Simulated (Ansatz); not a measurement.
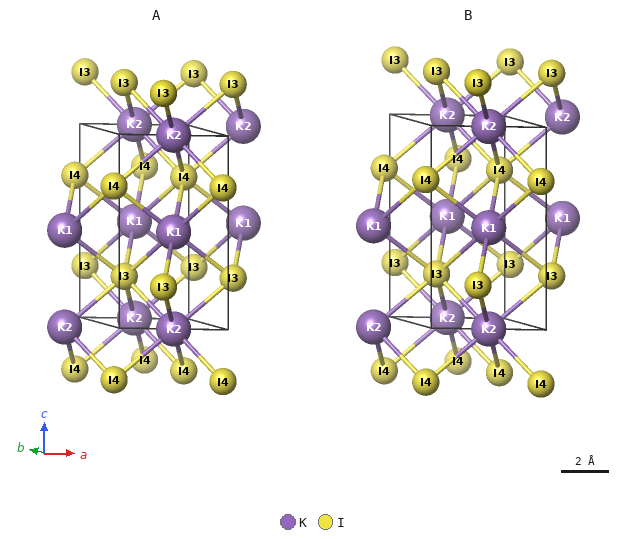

Two geometries of solid KI (set up in Cmcm), drawn at one scale. One is the start of a relaxation, the other its converged end. Style: ball-and-stick. Shown: the cell of the calculation, reduced to other axes, from a free direction. Lengths and directions refer to the drawn axes.

Level of theory: Ansatz, DFT LDA, scalar-relativistic, plane waves, PAW. Settings: plane-wave cutoff 420 eV; k-point mesh 6 × 6 × 4; occupations gaussian; smearing width 0.02 eV; no spin polarisation; cell and atoms relaxed; force threshold 0.005 eV/Å; at most 50 steps.

Which of the two is the end point?

Structure A is the relaxed one. Case: relaxed again under DFT LDA, scalar-relativistic, plane waves, PAW. No atom moves by more than 0.005 Å relative to the cell. The drawn cell changes as follows: a 4.971 → 4.702 Å (−5.4 %), b 4.970 → 4.702 Å (−5.4 %), c 8.679 → 8.301 Å (−4.4 %); the volume changes by −14.4 %. Among the contacts that change: K1–I3 3.598 → 3.417 Å. The space group stays P6_3/mmc (No. 194). Over 4 accepted moves (5 points after the start) the energy falls by 0.164 eV per cell of the calculation. The largest force component goes from 0.00087 to under 0.0001 eV/Å. Pressure: −1.68 GPa at the start and −0.01 GPa at the end. At 1 point the geometry stayed and the basis and grid were re-selected for the new cell (energy shift of 2.3 meV per cell of the calculation at most each time). The run took 35 s on 1 thread of Intel(R) Xeon(R) 6975P-C (Granite Rapids), with other jobs on the host, peak memory 0.62 GiB.
